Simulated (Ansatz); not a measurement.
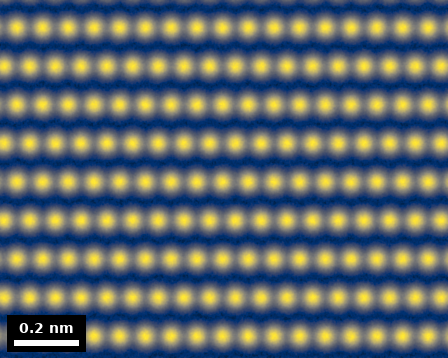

Z-contrast image of a crystal. The image is simulated as a sum over atoms of Z^1.7, blurred by a 0.50 Å probe (no channelling). The probe carries 15 % of its weight in a tail 2.5 times as wide. The display is stretched by a gamma of 0.65; percentages refer to the linear signal. Shot noise was added.

Question: What two-dimensional lattice does the image show, and how large is its cell?

Answer: The pattern repeats on a centred rectangular net of 0.8 × 2.4 Å.

Question: What is the plane group of the image?

Answer: c2mm: perpendicular mirror lines on a centred net, with further twofold points between them.

Question: How many columns does the smallest repeating cell hold, and how many levels of brightness?

Answer: 1 column in the primitive cell of 1.0 Å², all of one brightness.

The crystal is Co (Fm-3m, No. 225) seen along [221]. Structure used: coordinates from a relaxation with DFT, PBEsol, plane waves (420 eV) with PAW, scalar-relativistic (Ansatz); the starting structure was generated, so it need not be a known form of this composition.
